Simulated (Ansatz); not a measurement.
# Electron scattering at the Σ11 (113) boundary in fcc Cu with Mg (substitutional)

How much does the Σ11 (113) boundary in fcc Cu with Mg (substitutional) reflect electrons?

Calculated with Ansatz 0.2.0; Ansatz plane-wave DFT, PBE, PAW files; relaxation of a bicrystal slab with its lowest layers held; PAW set soft_1, in the first sound run; inputs show where later runs differ.

## Step 1: The starting structure

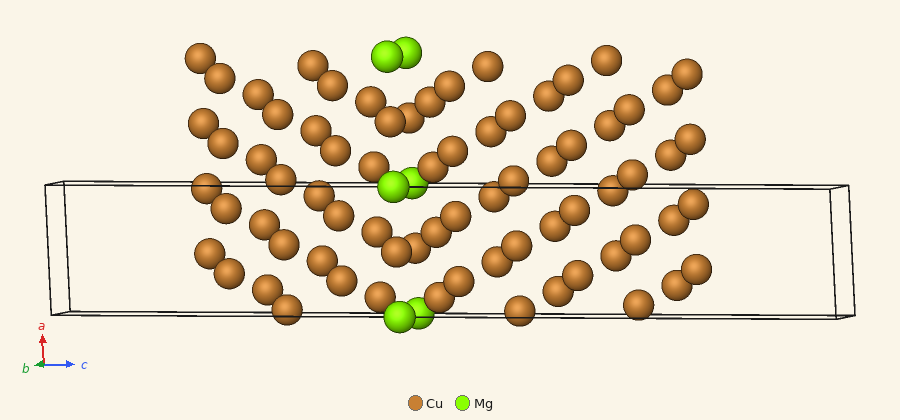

Start, viewed from the side, with the c axis across the page; copper orange, magnesium green. 2×1×1 cells are drawn. Some periodic images of atoms are drawn too.

The cell holds 36 atoms: 35 Cu and 1 Mg. Cell: a = 5.112 Å, b = 4.427 Å, c = 29.579 Å, α = 90.0°, β = 90.0°, γ = 73.2°. It derives from Cu. built on the (1 1 3) plane; 2 overlapping atoms removed and the grains opened by 0.05 Å. Vacuum lies along c.

## Step 2: Relaxing the bicrystal

The boundary is built by mirroring the lower grain in the boundary plane and removing any atoms that overlap; then the Mg is put in at the boundary. A thin bicrystal slab is relaxed first, with the lowest layers held and the upper grain free to shift and open.

The input, input.yaml:

```yaml
crystal:
  lattice:
    - [5.1123254594, 0.0, 0.0]
    - [1.2780813649, 4.2389163388, 0.0]
    - [0.0, 0.0, 29.5791746534]
  atoms:
    - { symbol: Cu, position: [0.9545454546, 0.1818181818, 0.169037847] }
    - { symbol: Cu, position: [0.4545454546, 0.1818181818, 0.169037847] }
    - { symbol: Cu, position: [0.8181818182, 0.7272727273, 0.2058864563] }
    - { symbol: Cu, position: [0.3181818182, 0.7272727273, 0.2058864563] }
    - { symbol: Cu, position: [0.6818181818, 0.2727272727, 0.2427350656] }
    - { symbol: Cu, position: [0.1818181818, 0.2727272727, 0.2427350656] }
    - { symbol: Cu, position: [0.5454545455, 0.8181818182, 0.2795836749] }
    - { symbol: Cu, position: [0.0454545455, 0.8181818182, 0.2795836749] }
    - { symbol: Cu, position: [0.4090909091, 0.3636363636, 0.3164322842] }
    - { symbol: Cu, position: [0.9090909091, 0.3636363636, 0.3164322842] }
    - { symbol: Cu, position: [0.2727272727, 0.9090909091, 0.3532808935] }
    - { symbol: Cu, position: [0.7727272727, 0.9090909091, 0.3532808935] }
    - { symbol: Cu, position: [0.1363636364, 0.4545454545, 0.3901295028] }
    - { symbol: Cu, position: [0.6363636364, 0.4545454545, 0.3901295028] }
    - { symbol: Mg, position: [0.0, 0.0, 0.4269781121] }
    - { symbol: Cu, position: [0.5, 0.0, 0.4269781121] }
    - { symbol: Cu, position: [0.1363636364, 0.4545454545, 0.4655170999] }
    - { symbol: Cu, position: [0.6363636364, 0.4545454545, 0.4655170999] }
    - { symbol: Cu, position: [0.2727272727, 0.9090909091, 0.5023657092] }
    - { symbol: Cu, position: [0.7727272727, 0.9090909091, 0.5023657092] }
    - { symbol: Cu, position: [0.4090909091, 0.3636363636, 0.5392143185] }
    - { symbol: Cu, position: [0.9090909091, 0.3636363636, 0.5392143185] }
    - { symbol: Cu, position: [0.5454545455, 0.8181818182, 0.5760629278] }
    - { symbol: Cu, position: [0.0454545455, 0.8181818182, 0.5760629278] }
    - { symbol: Cu, position: [0.6818181818, 0.2727272727, 0.6129115371] }
    - { symbol: Cu, position: [0.1818181818, 0.2727272727, 0.6129115371] }
    - { symbol: Cu, position: [0.8181818182, 0.7272727273, 0.6497601464] }
    - { symbol: Cu, position: [0.3181818182, 0.7272727273, 0.6497601464] }
    - { symbol: Cu, position: [0.9545454546, 0.1818181818, 0.6866087557] }
    - { symbol: Cu, position: [0.4545454546, 0.1818181818, 0.6866087557] }
    - { symbol: Cu, position: [0.090909091, 0.6363636364, 0.723457365] }
    - { symbol: Cu, position: [0.590909091, 0.6363636364, 0.723457365] }
    - { symbol: Cu, position: [0.2272727273, 0.0909090909, 0.7603059743] }
    - { symbol: Cu, position: [0.7272727273, 0.0909090909, 0.7603059743] }
    - { symbol: Cu, position: [0.3636363637, 0.5454545455, 0.7971545836] }
    - { symbol: Cu, position: [0.8636363637, 0.5454545455, 0.7971545836] }
kpoints:
  mp_grid: { grid: [6, 6, 1] }
hamiltonian:
  xc: pbe
  pseudopotentials: { kind: paw, azcp: { folder: soft_1 } }
scf:
  occupations: { method: fermi_dirac, width: 0.1 }
relax:
  f_tol: 0.03
  max_steps: 80
  constraints: [{ sites: [0, 1, 2, 3, 4, 5] }]
```

Run with:

```sh
ansatz run input.yaml --threads 4 --pin off --max-ram 15360MiB --backend cpu --events-out ev --progress --plain --runs-dir out
```

Numbers of over 12 decimals in the logs are rounded to 6 here.

The program printed:

```text
Engine: ansatz 0.2.0, aarch64-unknown-linux-gnu
Pseudopotentials: kind: paw
Pseudopotential: Cu, paw, valence charge 19, recommended cutoff 420 eV (normal), soft_1/Cu.paw.azcp
Pseudopotential: Mg, paw, valence charge 10, recommended cutoff 420 eV (normal), soft_1/Mg.paw.azcp
Functional definition: PBE
  parameter kappa = 0.804
  parameter beta = 0.066725
  exchange = pbe_x(kappa = kappa, mu = beta*pi^2/3)
  correlation = pbe_c(beta = beta)
Crystal: 36 atoms, lattice volume = 641.002 Å³
Basis set: ecut = 420 eV, 12589 PW (Γ), exchange–correlation on 72×60×400 points (8 copies of the dense FFT grid, shifted against one another)
Bands: 405, of which v1, the nominal top of the filled ones, is band 338 counted from 1 (337 counted from 0)
Symmetry: 1 space group operations
Space group: P1 (ITA 1), of the structure as read, at distance tolerance 8.6e-5 Å
k-points: 20 of 36 (time reversal used)
Non-local potential: Cu, projectors of the file, l = 0: 3, l = 1: 2, l = 2: 3, l = 3: 1
Non-local potential: Mg, projectors of the file, l = 0: 3, l = 1: 2, l = 2: 1
PAW form: soft (Blöchl's): semilocal exchange-correlation on the pseudo side does not see the compensation charge
PAW one-centre angular grid: Cu, 590 points (default); XC on 64 Gauss nodes
PAW one-centre angular grid: Mg, 110 points (default); XC on 64 Gauss nodes
Initial density: superposition of atomic densities (neutral atoms: chi_scale 0, normalization atom)
Initial wavefunctions: pseudopotential atomic-orbital guess
Functional: x = pbe(κ = 0.804, μ = 0.219515), c = pbe(β = 0.066725)
SCF iter   1: F=—  HF=-233831.654257 eV  |F-HF|=—  |Δ(HF+E_count)|=         —  Δρ=2.14e-1  dr2=1.81e2  ethr=3.10e-3  ⟨swp⟩=6.0  Hψ=30400  notcnv=0  defer=481
preconditioner: auto → LDOS  [metal: Δε(μ)=0.010 eV  Ē_g=8.216 eV  σ=0.100 eV  W_gap=0.02  n_scr=220 (ndim 8)  ℏωp=28.9 eV  f_vac=0.315  D(μ)=16.57/eV (n_scr^D=110)  β→1.0]
SCF iter   2: F=—  HF=-234039.048902 eV  |F-HF|=—  |Δ(HF+E_count)|=    2.07e2  Δρ=4.46e-1  dr2=7.23e2  ethr=3.10e-3  ⟨swp⟩=4.0  Hψ=25176  notcnv=0  defer=883  recentre
SCF iter   3: F=—  HF=-233802.342707 eV  |F-HF|=—  |Δ(HF+E_count)|=    2.37e2  Δρ=4.93e-2  dr2=1.02e1  ethr=3.10e-3  ⟨swp⟩=4.0  Hψ=20857  notcnv=0  defer=966
SCF iter   4: F=—  HF=-233800.526181 eV  |F-HF|=—  |Δ(HF+E_count)|=    1.82e0  Δρ=1.59e-2  dr2=9.42e-1  ethr=1.51e-3  ⟨swp⟩=2.3  Hψ=13226  notcnv=0  defer=937
SCF iter   5: F=—  HF=-233800.375757 eV  |F-HF|=—  |Δ(HF+E_count)|=   1.50e-1  Δρ=4.71e-3  dr2=8.04e-2  ethr=1.40e-4  ⟨swp⟩=2.0  Hψ=13864  notcnv=0  defer=945
SCF iter   6: F=—  HF=-233800.397251 eV  |F-HF|=—  |Δ(HF+E_count)|=   2.15e-2  Δρ=2.24e-3  dr2=2.60e-2  ethr=1.19e-5  ⟨swp⟩=2.3  Hψ=11363  notcnv=0  defer=945
SCF iter   7: F=—  HF=-233800.398986 eV  |F-HF|=—  |Δ(HF+E_count)|=   1.73e-3  Δρ=1.01e-3  dr2=4.92e-3  ethr=3.85e-6  ⟨swp⟩=2.0  Hψ=10850  notcnv=0  defer=945
SCF iter   8: F=—  HF=-233800.398534 eV  |F-HF|=—  |Δ(HF+E_count)|=   4.52e-4  Δρ=3.70e-4  dr2=9.28e-4  ethr=7.29e-7  ⟨swp⟩=2.2  Hψ=10956  notcnv=0  defer=945
SCF iter   9: F=—  HF=-233800.398499 eV  |F-HF|=—  |Δ(HF+E_count)|=   3.43e-5  Δρ=1.18e-4  dr2=1.39e-4  ethr=1.37e-7  ⟨swp⟩=2.0  Hψ=10977  notcnv=0  defer=945
SCF iter  10: F=-233800.398530 eV  HF=-233800.398526 eV  |F-HF|=4.19e-6  |Δ(HF+E_count)|=   2.67e-5  Δρ=6.07e-5  dr2=1.85e-5  ethr=3.33e-9  ⟨swp⟩=3.0  Hψ=29790  notcnv=0
SCF 1 converged in 10 iterations: F = -233800.398530 eV  dr2 = 1.85e-5
  greatest PAW one-centre occupation: 1.000 electrons in one spin orbital (limit 2), on the Mg atom at site 14 (counted from 0), in its partial waves of l = 0
relax step   1: F+E_penalty+E_count = -233800.39853030 eV  Δ(F+E_penalty+E_count) = +0.000e0 eV  max|allowed force component| = 1.723e0 eV/Å  Δτ_max = 0.0000 Å  (10 SCF iters, dr2 threshold 2.25e-5 eV, accepted)
Initial density: handed on by an earlier stage of this run
Initial wavefunctions: those handed on with the density
iter 1 solved again at ethr=1.50e-4 eV; its pass at ethr=3.10e-3 eV (dr2=1.02e0 eV) is discarded
SCF iter   1: F=—  HF=-233801.115290 eV  |F-HF|=—  |Δ(HF+E_count)|=         —  Δρ=1.63e-2  dr2=1.02e0  ethr=1.50e-4  ⟨swp⟩=1.1  Hψ=31816  notcnv=0  defer=843
preconditioner: auto → LDOS  [metal: Δε(μ)=0.031 eV  Ē_g=8.998 eV  σ=0.100 eV  W_gap=0.08  n_scr=220 (ndim 8)  ℏωp=28.9 eV  f_vac=0.310  D(μ)=11.10/eV (n_scr^D=66)  β→1.0]
SCF iter   2: F=—  HF=-233800.985760 eV  |F-HF|=—  |Δ(HF+E_count)|=   1.30e-1  Δρ=1.62e-2  dr2=1.08e0  ethr=1.50e-4  ⟨swp⟩=2.0  Hψ=13584  notcnv=0  defer=843
SCF iter   3: F=—  HF=-233800.945140 eV  |F-HF|=—  |Δ(HF+E_count)|=   4.06e-2  Δρ=1.57e-2  dr2=9.76e-1  ethr=1.50e-4  ⟨swp⟩=2.0  Hψ=16189  notcnv=0  defer=951
SCF iter   4: F=—  HF=-233800.787376 eV  |F-HF|=—  |Δ(HF+E_count)|=   1.58e-1  Δρ=6.37e-3  dr2=1.45e-1  ethr=1.45e-4  ⟨swp⟩=2.0  Hψ=9059  notcnv=0  defer=951
SCF iter   5: F=—  HF=-233800.753603 eV  |F-HF|=—  |Δ(HF+E_count)|=   3.38e-2  Δρ=1.42e-3  dr2=7.20e-3  ethr=2.15e-5  ⟨swp⟩=2.0  Hψ=10834  notcnv=0  defer=951
SCF iter   6: F=—  HF=-233800.751225 eV  |F-HF|=—  |Δ(HF+E_count)|=   2.38e-3  Δρ=2.07e-4  dr2=1.14e-3  ethr=1.07e-6  ⟨swp⟩=2.2  Hψ=12574  notcnv=0  defer=951
SCF iter   7: F=—  HF=-233800.751352 eV  |F-HF|=—  |Δ(HF+E_count)|=   1.27e-4  Δρ=2.40e-4  dr2=4.88e-4  ethr=1.69e-7  ⟨swp⟩=2.0  Hψ=10993  notcnv=0  defer=950
SCF iter   8: F=—  HF=-233800.751322 eV  |F-HF|=—  |Δ(HF+E_count)|=   2.97e-5  Δρ=1.14e-4  dr2=1.14e-4  ethr=7.24e-8  ⟨swp⟩=2.0  Hψ=10090  notcnv=0  defer=950
SCF iter   9: F=-233800.751316 eV  HF=-233800.751314 eV  |F-HF|=2.10e-6  |Δ(HF+E_count)|=   8.71e-6  Δρ=1.79e-5  dr2=5.07e-6  ethr=1.48e-8  ⟨swp⟩=3.0  Hψ=26790  notcnv=0
SCF 2 converged in 9 iterations: F = -233800.751316 eV  dr2 = 5.07e-6
relax step   2: F+E_penalty+E_count = -233800.75131580 eV  Δ(F+E_penalty+E_count) = -3.528e-1 eV  max|allowed force component| = 1.005e0 eV/Å  Δτ_max = 0.1246 Å  (9 SCF iters, dr2 threshold 1.00e-4 eV, accepted)
SCF iter   1: F=—  HF=-233801.568487 eV  |F-HF|=—  |Δ(HF+E_count)|=         —  Δρ=2.17e-2  dr2=1.93e0  ethr=2.47e-3  ⟨swp⟩=5.7  Hψ=20768  notcnv=0  defer=826
preconditioner: auto → LDOS  [metal: Δε(μ)=0.035 eV  Ē_g=8.957 eV  σ=0.100 eV  W_gap=0.09  n_scr=220 (ndim 8)  ℏωp=28.9 eV  f_vac=0.307  D(μ)=11.16/eV (n_scr^D=66)  β→1.0]
SCF iter   2: F=—  HF=-233801.542866 eV  |F-HF|=—  |Δ(HF+E_count)|=   2.56e-2  Δρ=2.58e-2  dr2=2.52e0  ethr=2.86e-4  ⟨swp⟩=2.1  Hψ=16332  notcnv=0  defer=950
SCF iter   3: F=—  HF=-233801.243381 eV  |F-HF|=—  |Δ(HF+E_count)|=   2.99e-1  Δρ=1.82e-2  dr2=1.37e0  ethr=2.86e-4  ⟨swp⟩=2.3  Hψ=14055  notcnv=0  defer=950
[...]
relax step   4: F+E_penalty+E_count = -233801.02076867 eV  Δ(F+E_penalty+E_count) = -3.932e-2 eV  max|allowed force component| = 5.514e-2 eV/Å  Δτ_max = 0.1265 Å  (9 SCF iters, dr2 threshold 3.16e-6 eV, accepted)
SCF iter   1: F=—  HF=-233801.068047 eV  |F-HF|=—  |Δ(HF+E_count)|=         —  Δρ=5.31e-3  dr2=1.03e-1  ethr=1.56e-4  ⟨swp⟩=4.2  Hψ=16556  notcnv=0  defer=953
preconditioner: auto → LDOS  [metal: Δε(μ)=0.018 eV  Ē_g=8.952 eV  σ=0.100 eV  W_gap=0.05  n_scr=220 (ndim 8)  ℏωp=28.9 eV  f_vac=0.302  D(μ)=11.08/eV (n_scr^D=66)  β→1.0]
SCF iter   2: F=—  HF=-233801.033982 eV  |F-HF|=—  |Δ(HF+E_count)|=   3.41e-2  Δρ=2.31e-3  dr2=6.81e-2  ethr=1.53e-5  ⟨swp⟩=2.0  Hψ=15433  notcnv=0  defer=951
SCF iter   3: F=—  HF=-233801.031113 eV  |F-HF|=—  |Δ(HF+E_count)|=   2.87e-3  Δρ=2.75e-3  dr2=3.11e-2  ethr=1.01e-5  ⟨swp⟩=2.0  Hψ=13317  notcnv=0  defer=951
SCF iter   4: F=—  HF=-233801.025869 eV  |F-HF|=—  |Δ(HF+E_count)|=   5.24e-3  Δρ=5.52e-4  dr2=2.58e-3  ethr=4.61e-6  ⟨swp⟩=2.0  Hψ=13305  notcnv=0  defer=951
SCF iter   5: F=—  HF=-233801.025780 eV  |F-HF|=—  |Δ(HF+E_count)|=   8.88e-5  Δρ=3.10e-4  dr2=4.44e-4  ethr=3.82e-7  ⟨swp⟩=3.0  Hψ=12124  notcnv=0  defer=951
SCF iter   6: F=—  HF=-233801.025726 eV  |F-HF|=—  |Δ(HF+E_count)|=   5.43e-5  Δρ=3.17e-5  dr2=9.28e-6  ethr=6.58e-8  ⟨swp⟩=2.0  Hψ=10888  notcnv=0  defer=951
SCF iter   7: F=—  HF=-233801.025341 eV  |F-HF|=—  |Δ(HF+E_count)|=   3.84e-4  Δρ=2.02e-5  dr2=3.22e-6  ethr=1.37e-9  ⟨swp⟩=2.4  Hψ=12369  notcnv=0  defer=951
SCF iter   8: F=—  HF=-233801.025345 eV  |F-HF|=—  |Δ(HF+E_count)|=   3.48e-6  Δρ=1.41e-5  dr2=1.30e-6  ethr=4.76e-10  ⟨swp⟩=2.0  Hψ=12786  notcnv=0  defer=951
SCF iter   9: F=—  HF=-233801.025345 eV  |F-HF|=—  |Δ(HF+E_count)|=   1.04e-7  Δρ=3.17e-6  dr2=1.04e-7  ethr=1.93e-10  ⟨swp⟩=2.0  Hψ=11348  notcnv=0  defer=951
SCF iter  10: F=-233801.025345 eV  HF=-233801.025345 eV  |F-HF|=1.01e-8  |Δ(HF+E_count)|=   6.34e-8  Δρ=2.73e-6  dr2=6.21e-8  ethr=1.48e-11  ⟨swp⟩=4.0  Hψ=23435  notcnv=0
SCF 5 converged in 10 iterations: F = -233801.025345 eV  dr2 = 6.21e-8
relax step   5: F+E_penalty+E_count = -233801.02534499 eV  Δ(F+E_penalty+E_count) = -4.576e-3 eV  max|allowed force component| = 2.492e-2 eV/Å  Δτ_max = 0.0557 Å  (10 SCF iters, accepted)
SCF converged after 10 iterations
Free energy (F): -233801.025345 eV
Harris-Foulkes:  -233801.025345 eV  (|F-HF|=1.01e-8)
Internal energy: -233800.657148 eV  (E = F + TS)
E sigma→0 (E₀):  -233800.841247 eV
Entropy (-TS):   -0.368197 eV (-10.228 meV/atom)
Fermi energy:    9.331334 eV
--- Per-component energies (eV) ---
  E_band       = -17778.217392
  E_kinetic    = 9223.024171
  E_local      = -1087243.866497  (includes V_loc(G=0)·N_el)
  E_nonlocal   = 31375.836391
  E_hartree    = 529024.121852
  E_xc         = -2429.010841
  E_vxc        = -3135.332239  (∫ρ·V_xc dr)
  E_paw        = -63854.483269  (= ΣΔE_a)
  E_vpaw       = -26046.234644  (= ΣTr[D̂ρ^β])
  E_aug_tail   = 0.033644  (compensation charges beyond the density's cutoff)
  E_ewald      = 350103.687400
  E_smearing   = -0.368197  (= −TS)
  E_closure    = 0.000000  (closes the sum)
  Σ components = -233801.025345   (vs F -233801.025345, Δ=0.00e0)
--- Forces (eV/Å), atoms counted from 1 ---
  atom   1  Cu     0.00698165    -0.01146032     0.41190143
  atom   2  Cu    -0.00765241    -0.01265308     0.41126352
  atom   3  Cu     0.01856522     0.01280627    -0.25558106
  atom   4  Cu    -0.01867557     0.01327840    -0.25490356
  atom   5  Cu     0.02184154    -0.00330146    -0.19217812
  atom   6  Cu    -0.02018770     0.01245993    -0.18365739
  atom   7  Cu     0.00031064     0.00045411     0.00060921
  atom   8  Cu     0.00010089     0.00176815     0.00074737
  atom   9  Cu     0.00093471    -0.00185032     0.00558645
  atom  10  Cu    -0.00116439    -0.00143553     0.00436485
  atom  11  Cu     0.00653708    -0.00357522     0.01078420
  atom  12  Cu    -0.00519562    -0.00452527     0.00470887
  atom  13  Cu    -0.00501581     0.00363310    -0.00611597
  atom  14  Cu     0.00364843    -0.00218807     0.00217427
  atom  15  Mg     0.00052725    -0.00045174    -0.00405476
  atom  16  Cu    -0.00089749     0.01356528    -0.02492388
  atom  17  Cu     0.00037397     0.00707797     0.00885096
  atom  18  Cu    -0.00125190    -0.01303763     0.01220355
  atom  19  Cu     0.00043969    -0.00480006     0.00196774
  atom  20  Cu     0.00025177    -0.00247422     0.00382249
  atom  21  Cu     0.00192684    -0.00003664    -0.00124724
  atom  22  Cu    -0.00185407    -0.00214543     0.00118527
  atom  23  Cu     0.00055892    -0.00008520     0.00072399
  atom  24  Cu    -0.00032574     0.00007911     0.00341966
  atom  25  Cu    -0.00060479     0.00041393     0.00765124
  atom  26  Cu     0.00015644    -0.00051096     0.00691304
  atom  27  Cu    -0.00008196     0.00153289     0.00594421
  atom  28  Cu     0.00010625     0.00176559     0.00614352
  atom  29  Cu    -0.00009219     0.00084475     0.00982304
  atom  30  Cu    -0.00023552     0.00112775     0.00891804
  atom  31  Cu     0.00052734    -0.00463253    -0.00369883
  atom  32  Cu    -0.00037382    -0.00455112    -0.00404698
  atom  33  Cu     0.00012607     0.00197920    -0.01769624
  atom  34  Cu    -0.00012255     0.00178193    -0.01803693
  atom  35  Cu     0.00017893    -0.00041208     0.01843994
  atom  36  Cu    -0.00036645    -0.00049529     0.01832439
  max |Σ_I F_I| component: 3.30e-4 eV/Å
--- Relaxed structure (5 steps of the walk, 5 accepted, 0 SCFs on fresh bases) ---
  F+E_penalty+E_count = -233801.02534499 eV   max|allowed force component| = 2.492e-2 eV/Å
  atoms:
    - { symbol: Cu, position: [0.954545, 0.1818181818, 0.169038] }
    - { symbol: Cu, position: [0.4545454546, 0.1818181818, 0.169038] }
    - { symbol: Cu, position: [0.8181818182, 0.727273, 0.205886] }
    - { symbol: Cu, position: [0.3181818182, 0.727273, 0.205886] }
    - { symbol: Cu, position: [0.681818, 0.2727272727, 0.242735] }
    - { symbol: Cu, position: [0.1818181818, 0.2727272727, 0.242735] }
    - { symbol: Cu, position: [0.546846, 0.814563, 0.280069] }
    - { symbol: Cu, position: [0.045693, 0.815149, 0.280611] }
    - { symbol: Cu, position: [0.411885, 0.356915, 0.316339] }
    - { symbol: Cu, position: [0.909786, 0.358334, 0.317031] }
    - { symbol: Cu, position: [0.276308, 0.899056, 0.354035] }
    - { symbol: Cu, position: [0.771301, 0.905742, 0.355120] }
    - { symbol: Cu, position: [0.145646, 0.433076, 0.390057] }
    - { symbol: Cu, position: [0.634750, 0.458064, 0.391745] }
    - { symbol: Mg, position: [0.00648257, -0.030413, 0.434083] }
    - { symbol: Cu, position: [0.500332, -0.000773337, 0.434337] }
    - { symbol: Cu, position: [0.145319, 0.433609, 0.477353] }
    - { symbol: Cu, position: [0.634117, 0.460185, 0.475424] }
    - { symbol: Cu, position: [0.276088, 0.899841, 0.514144] }
    - { symbol: Cu, position: [0.770975, 0.906510, 0.513088] }
    - { symbol: Cu, position: [0.411356, 0.358447, 0.550980] }
    - { symbol: Cu, position: [0.908729, 0.360258, 0.550201] }
    - { symbol: Cu, position: [0.546415, 0.814309, 0.588264] }
    - { symbol: Cu, position: [0.045311, 0.814932, 0.587649] }
    - { symbol: Cu, position: [0.682809, 0.269081, 0.624769] }
    - { symbol: Cu, position: [0.181913, 0.269504, 0.624670] }
    - { symbol: Cu, position: [0.818836, 0.724948, 0.662050] }
    - { symbol: Cu, position: [0.318179, 0.724816, 0.662017] }
    - { symbol: Cu, position: [0.954395, 0.181709, 0.698974] }
    - { symbol: Cu, position: [0.454289, 0.181602, 0.698997] }
    - { symbol: Cu, position: [0.089221, 0.641659, 0.735974] }
    - { symbol: Cu, position: [0.589310, 0.641576, 0.735924] }
    - { symbol: Cu, position: [0.226805, 0.091247, 0.774669] }
    - { symbol: Cu, position: [0.726925, 0.091195, 0.774707] }
    - { symbol: Cu, position: [0.363040, 0.546066, 0.806620] }
    - { symbol: Cu, position: [0.863172, 0.546003, 0.806633] }
```

It took 25 min on 4 threads of Arm Neoverse V1, shared host; peak memory 6.5 GiB; 1.7 h of CPU time.

Relaxation path:

```
step  energy less that of the first step (eV)  largest force component (eV/Å)
   1                                   0.0000                          1.7225
   2                                  -0.3528                          1.0047
   3                                  -0.5829                          0.2248
   4                                  -0.6222                          0.0551
   5                                  -0.6268                          0.0249
```

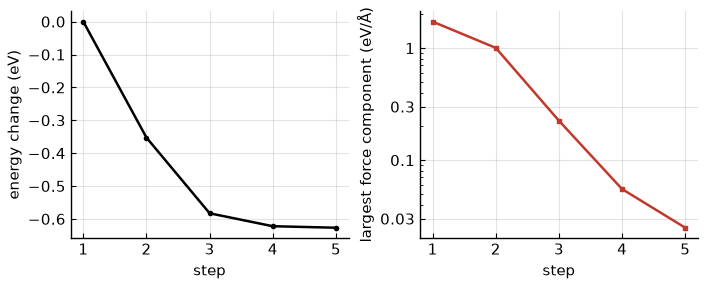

Energy and largest force along the relaxation.

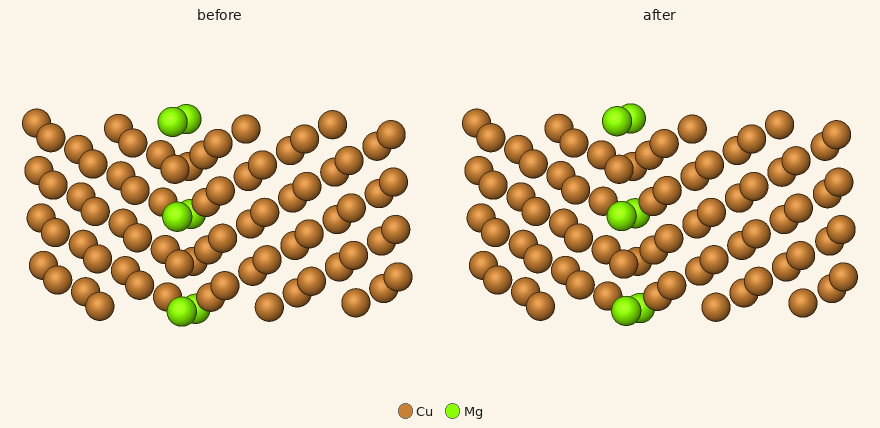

Before and after, at one scale.

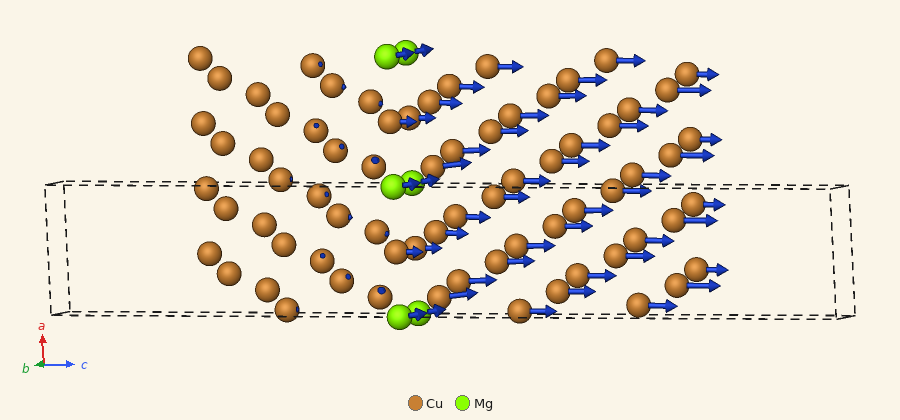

Displacements in the relaxation, exaggerated; the longest in the cell stands for 0.43 Å. 2×1×1 cells are drawn. Some periodic images of atoms are drawn too.

The atoms that moved most (Å):

```
atom      dx      dy     dz  length
Cu34  -0.001   0.001  0.426   0.426
Cu33  -0.002   0.001  0.425   0.425
Cu31  -0.002   0.022  0.370   0.371
Cu32  -0.002   0.022  0.369   0.369
Cu30  -0.002  -0.001  0.366   0.366
Cu29  -0.001   0.000  0.366   0.366
Cu27   0.000  -0.010  0.364   0.364
Cu28  -0.003  -0.010  0.363   0.363
```

This step gave:

```
free energy             : -233801.0253 eV
energy at zero smearing : -233800.8412 eV
Fermi energy            : 9.331 eV
```

The largest force component on a free atom ends at 0.025 eV/Å, under the tolerance of 0.03, after 5 steps.

(Part 1 of 2 ends here.)

[Logs are printed without paths, hosts, clocks, repeated set-up lines and the standing remarks that a program may print on its own settings, such as how far it seeks lower states.]

[Hosts, paths, dates, database ids (printed as entryN), source tags and the programs' standing remarks are cut or masked in the printed files.]
